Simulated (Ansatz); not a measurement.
# SnSe: what the fields show

```
CELL_PARAMETERS angstrom
4.28855 0.00000 0.00000
0.00000 4.28855 0.00000
0.00000 0.00000 6.09369
ATOMIC_POSITIONS crystal
Sn 0.00000 0.00000 0.26179
Sn 0.50000 0.50000 0.76179
Se 0.00000 0.00000 0.73821
Se 0.50000 0.50000 0.23821
```

Space group I4mm; a structure generated by program, which may or may not match a known phase.

The calculation used DFT PBE, scalar-relativistic, plane waves, PAW in Ansatz.

Core electrons are frozen (PAW), and the valence fields are smoothed inside the atomic spheres.

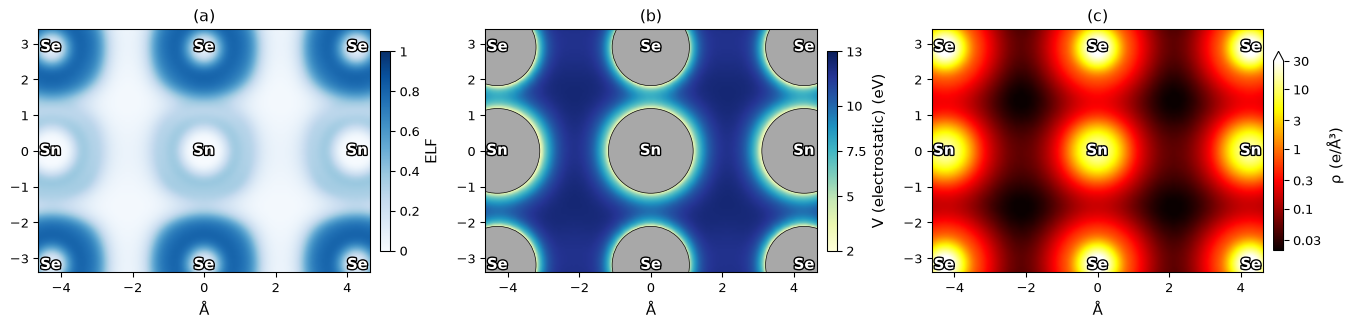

Figure 1. (a) electron localisation function; (b) electrostatic potential energy of an electron; (c) valence charge density (pseudo) on the (010) plane of the conventional cell. Grey discs cover the atomic cores in the potential map.

**Read the bonding off the picture.**

Atoms in the plane: Sn and Se.
Sn–Se (2.90 Å): ρ at the midpoint is about 0.27 e/Å³; the ELF is about 0.45 at the midpoint and 0.30 at its lowest between the atoms.
Sn–Se (3.19 Å): ρ is about 0.17 e/Å³ halfway; the ELF is about 0.30 at the midpoint.
Between the atoms the lowest density in this plane is 0.02 e/Å³.
Outside the cores the potential energy rises away from the atoms and is highest about 2.5 Å from the nearest atoms; its zero is arbitrary.

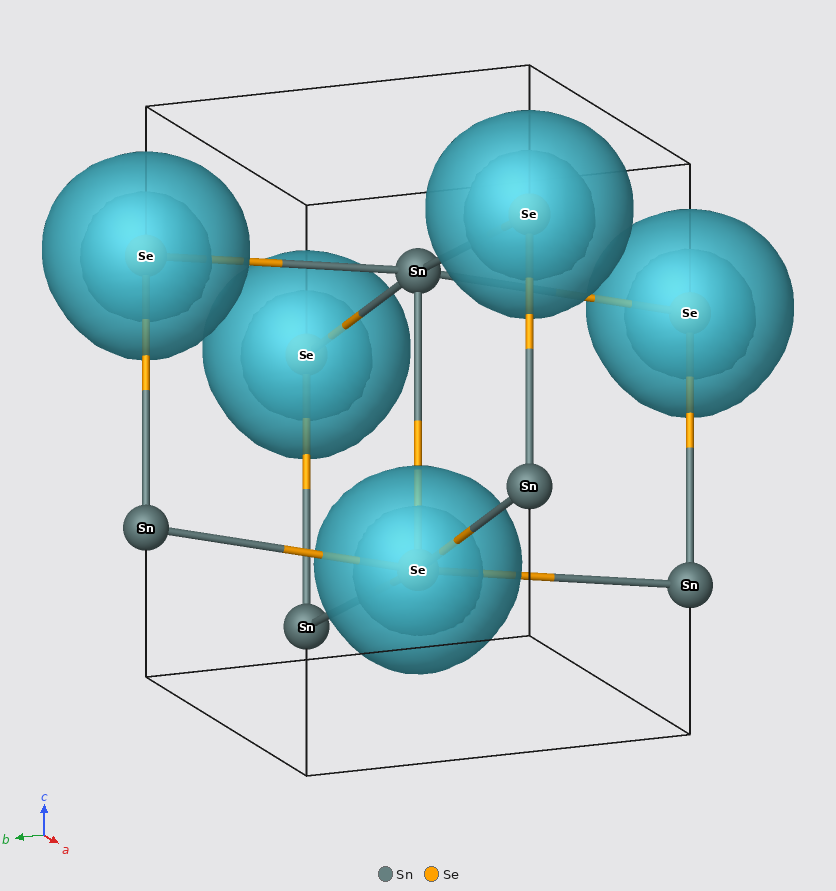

Figure 2. Isosurface of the electron localisation function at 0.75 (cyan), seen at an oblique angle. Only the valence region is drawn (cores and ρ < 0.01 e/Å³ removed). Sticks mark near contacts.

**Where are the electrons localised?**

The surface consists of two regions wrapped around Se (the valence shell of each), counted in one cell of 4 atoms. Any copies at cell faces, edges or corners count once. Along the contacts the grid gives the following. Sn–Se (3.04 Å): the ELF is about 0.40 at the midpoint.

**Does the calculation give a band gap?**

It is gapped, with a Kohn–Sham gap of 0.46 eV on the k-point mesh, an upper bound to the gap of this method.
